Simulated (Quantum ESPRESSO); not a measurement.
**A series of single points on Na**

System: Na (2 atoms in the cell).
Method: Kohn-Sham DFT of a periodic cell, PBE, SSSP 1.3 efficiency PBE, no spin polarisation (Quantum ESPRESSO 7.5).

The 7 runs differ only in the geometry, by an even scaling of the cell at fixed fractional positions. The structure derives from an entry of the Crystallography Open Database.

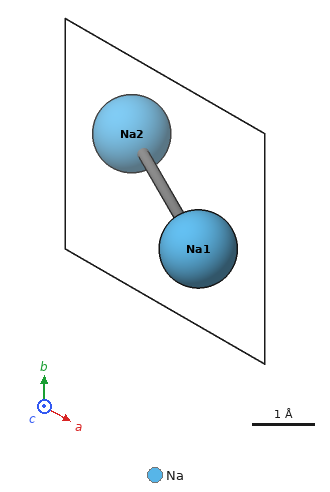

Figure 1. The structure of run 4 (ball-and-stick view of the cell of the calculation, along the c axis; atoms are numbered from 1 in the order of the input).

## Input file of run 4
```
&CONTROL
  calculation = 'scf'
  prefix = 'pwscf'
  outdir = './tmp'
  pseudo_dir = './pseudo'
  tprnfor = .true.
  tstress = .true.
  disk_io = 'low'
/
&SYSTEM
  ibrav = 0
  nat = 2
  ntyp = 1
  ecutwfc = 55
  ecutrho = 440
  nbnd = 15
  occupations = 'smearing'
  smearing = 'fd'
  degauss = 0.00367493
/
&ELECTRONS
  conv_thr = 4d-10
  electron_maxstep = 120
  mixing_beta = 0.5
/
ATOMIC_SPECIES
Na    22.9898 na_pbe_v1.5.uspp.F.UPF
CELL_PARAMETERS angstrom
   3.7670000000    0.0000000000    0.0000000000
  -1.8835000000    3.2623176961    0.0000000000
   0.0000000000    0.0000000000    6.1540000000
ATOMIC_POSITIONS crystal
Na     0.6666666667    0.3333333333    0.7500000000
Na     0.3333333333    0.6666666667    0.2500000000
K_POINTS automatic
8 8 5 0 0 0
```

## File pp_density.in of run 4
```
&INPUTPP
  prefix = 'pwscf'
  outdir = './tmp'
  filplot = 'density.dat'
  plot_num = 0
/
&PLOT
  nfile = 1
  filepp(1) = 'density.dat'
  iflag = 3
  output_format = 6
  fileout = 'density.cube'
/
```

## File pp_potential.in of run 4
```
&INPUTPP
  prefix = 'pwscf'
  outdir = './tmp'
  filplot = 'potential.dat'
  plot_num = 11
/
&PLOT
  nfile = 1
  filepp(1) = 'potential.dat'
  iflag = 3
  output_format = 6
  fileout = 'potential.cube'
/
```

Command:
```bash
OMP_NUM_THREADS=1 pw.x -in pw.in > pw.out
OMP_NUM_THREADS=1 pp.x -in pp_density.in > pp_density.out
OMP_NUM_THREADS=1 pp.x -in pp_potential.in > pp_potential.out
```

Run 5 has the same physical settings and fractional positions; its lattice vectors (Å) are:
```
   3.791948    0.000000    0.000000
  -1.895974    3.283923    0.000000
   0.000000    0.000000    6.194756
```

## Results, with one run withheld

| run | volume per atom (Å³) | free energy per atom, from the lowest run given (meV) | pressure (GPa) |
| --- | --- | --- | --- |
| 1 | 35.545 | 1.86 | 0.37 |
| 2 | 36.301 | 0.52 | 0.19 |
| 3 | 37.057 | 0.00 | 0.02 |
| 4 | 37.814 | 0.23 | −0.12 |
| 5 | 38.570 | ? | ? |
| 6 | 39.326 | 2.69 | −0.39 |
| 7 | 40.083 | 4.79 | −0.51 |

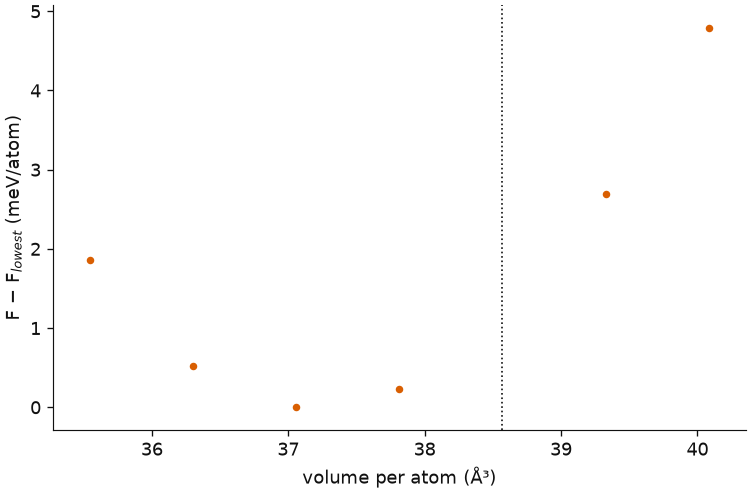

Figure 2. Free energy per atom of the runs given; the dotted line marks run 5.

What should run 5 give?

A cubic polynomial in V^(−2/3) (the Birch–Murnaghan form), fitted to the 6 runs given, misses them by under 0.01 meV per atom. With x = V^(−2/3) − 0.08905 Å⁻², it reads F = 0.11192 − 351.44 x + 2.5019e+05 x² − 4.3735e+05 x³ (meV per atom). At run 5 it gives 1.15 meV per atom, and the run itself gives 1.15. The slope of the fit gives a pressure −dF/dV of −0.26 GPa there, and the run prints −0.26 GPa. The fit has its minimum at 37.190 Å³ per atom, where V d²F/dV² gives 7.69 GPa. Cell shape and fractional positions are held, so this is the stiffness under even scaling; the relaxed bulk modulus wasn't computed.

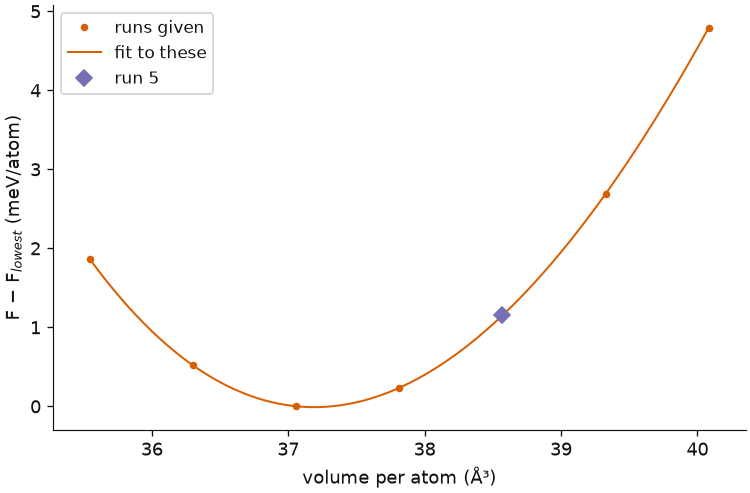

Figure 3. The fit and the withheld run.

## Some lines of the output (run 5)
```
[...]
     number of k points=    30  Fermi-Dirac smearing, width (Ry)=  0.0037
     total energy              =    -190.69068868 Ry
     total energy              =    -190.69119981 Ry
     total energy              =    -190.69127228 Ry
     total energy              =    -190.69128355 Ry
     total energy              =    -190.69128646 Ry
     total energy              =    -190.69128707 Ry
     total energy              =    -190.69128722 Ry
     total energy              =    -190.69128726 Ry
     the Fermi energy is     1.3890 ev
!    total energy              =    -190.69128727 Ry
     The total energy is F=E-TS. E is the sum of the following terms:
     Computing stress (Cartesian axis) and pressure
          total   stress  (Ry/bohr**3)                   (kbar)     P=       -2.62
```
